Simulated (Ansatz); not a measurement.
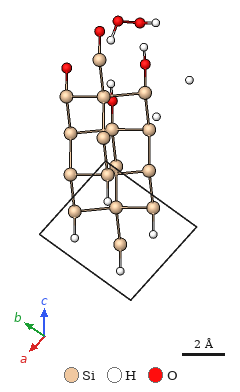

Starting structure of a slab of composition Si$_{8}$H$_{5}$O$_{3}$ (cut from the Fd-3m phase). A ball-and-stick model of the cell of the calculation, outlined in the plane, without the vacuum (origin shifted), seen from a free direction.

Case: 1 H2O2 a cell, tilted, over a top H site. The slab is the (1 1 1) face of Si with H2O2 on it. 8 atoms are held fixed.

Computed with DFT PBE+D3(BJ), scalar-relativistic, plane waves, PAW (Ansatz).

The input:
```yaml
crystal:
  lattice:
    - [7.6671877233, 0.0, 0.0]
    - [-3.8335938617, 6.639979344, 0.0]
    - [0.0, 0.0, 26.8000384587]
  atoms:
    - { symbol: Si, position: [0.6666666667, 0.3333333333, 0.3522383005] }
    - { symbol: Si, position: [0.6666666667, 0.8333333333, 0.3522383005] }
    - { symbol: Si, position: [0.1666666667, 0.3333333333, 0.3522383005] }
    - { symbol: Si, position: [0.1666666667, 0.8333333333, 0.3522383005] }
    - { symbol: Si, position: [0.5, 0.5, 0.3814371045] }
    - { symbol: Si, position: [0.5, 0.0, 0.3814371045] }
    - { symbol: Si, position: [0.0, 0.5, 0.3814371045] }
    - { symbol: Si, position: [0.0, 0.0, 0.3814371045] }
    - { symbol: Si, position: [0.002280381, 0.4966562205, 0.468893172] }
    - { symbol: Si, position: [0.002280381, -0.0033437795, 0.468893172] }
    - { symbol: Si, position: [0.502280381, 0.4966562205, 0.468893172] }
    - { symbol: Si, position: [0.502280381, -0.0033437795, 0.468893172] }
    - { symbol: Si, position: [0.8360589921, 0.6627935596, 0.4979403518] }
    - { symbol: Si, position: [0.8360589921, 0.1627935596, 0.4979403518] }
    - { symbol: Si, position: [0.3360589921, 0.6627935596, 0.4979403518] }
    - { symbol: Si, position: [0.3360589921, 0.1627935596, 0.4979403518] }
    - { symbol: H, position: [0.6667222137, 0.3329905314, 0.2961770343] }
    - { symbol: H, position: [0.6667222137, 0.8329905314, 0.2961770343] }
    - { symbol: H, position: [0.1667222137, 0.3329905314, 0.2961770343] }
    - { symbol: H, position: [0.1667222137, 0.8329905314, 0.2961770343] }
    - { symbol: O, position: [0.8450752003, 0.6535979069, 0.5607598213] }
    - { symbol: O, position: [0.8450752003, 0.1535979069, 0.5607598213] }
    - { symbol: O, position: [0.3450752003, 0.6535979069, 0.5607598213] }
    - { symbol: O, position: [0.3450752003, 0.1535979069, 0.5607598213] }
    - { symbol: H, position: [0.7790902601, 0.7167563526, 0.577858122] }
    - { symbol: H, position: [0.7790902601, 0.2167563526, 0.577858122] }
    - { symbol: H, position: [0.2790902601, 0.7167563526, 0.577858122] }
    - { symbol: H, position: [0.2790902601, 0.2167563526, 0.577858122] }
    - { symbol: O, position: [0.6305971668, 0.5053784593, 0.712678824] }
    - { symbol: O, position: [0.6993288708, 0.6954640947, 0.7008392888] }
    - { symbol: H, position: [0.4890699368, 0.4340933107, 0.7008952589] }
    - { symbol: H, position: [0.7790902601, 0.7167563526, 0.6700221688] }
basis:
  ecutwfc: 420
kpoints:
  mp_grid: { grid: [3, 3, 1] }
hamiltonian:
  xc: pbe
  dispersion: d3bj
scf:
  occupations: { method: gaussian, width: 0.05 }
output:
  forces: true
  eigenvalues: true
  write_density: true
  write_potential: true
  elf: true
  volumetric_format: npy
relax:
  adjacent_minimum: "off"
  f_tol: 0.04
  max_steps: 100
  constraints: [{ sites: [0, 1, 2, 3, 4, 5, 6, 7] }]
efield:
  axis: 3
  dipole_correction: true
  ramp_width: 0.04
```

Command:
```bash
ansatz run input.yaml --threads 4 --pin off --max-ram 10240MiB --backend cpu --events-out ev --progress --plain --runs-dir out
```

Question: Predict the outcome.

Answer: After 32 accepted moves (33 points after the start) the energy has fallen by 1.073 eV per cell of the calculation. The largest force component goes from 5.2 to 0.026 eV/Å. The line search rejected the trial step at point 11 of the run. O30 moves most: 3.72 Å at 55° to the normal (−c side). Largest moves by element: O 3.72 Å, H 3.19 Å, Si 0.09 Å. The lattice vectors keep their values. Some distances before and after: O29–O30 1.317 → 1.460 Å, Si7–Si9 2.344 → 2.380 Å, Si6–Si12 2.344 → 2.375 Å, Si8–Si10 2.344 → 2.314 Å. Among the angles between lasting bonds that change: Si11–Si13–O21 111.4° → 105.7°, Si14–O22–H26 114.0° → 119.3°, Si9–Si13–O21 105.3° → 110.1°. The run took 5.9 min on 4 threads of AMD EPYC 9R45 96-Core Processor (Zen 5) (shared host), peak memory 2.7 GiB.

The end point in the same view:

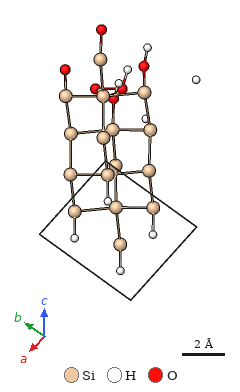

Limits of the set-up: the periodic images lie only 7.7 Å apart, so the values are limited by the cell's size.
